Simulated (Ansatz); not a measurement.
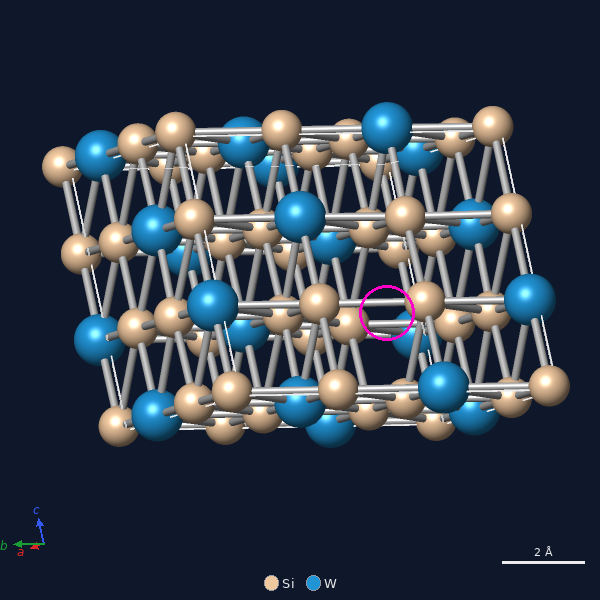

The crystal in a ball-and-stick representation, seen from a general direction. The frame is the supercell; atoms at its boundary are shown with their periodic copies. The host is Si$_{2}$W, in a cell of 27 sites, and the cell is neutral. A ring marks the defect's site.

What imperfection does the supercell contain?

A tungsten vacancy. Around the empty site lie ten Si at about 2.6 Å.

The atoms were relaxed in the host's cell with DFT PBE, scalar-relativistic, plane waves, PAW (Ansatz).
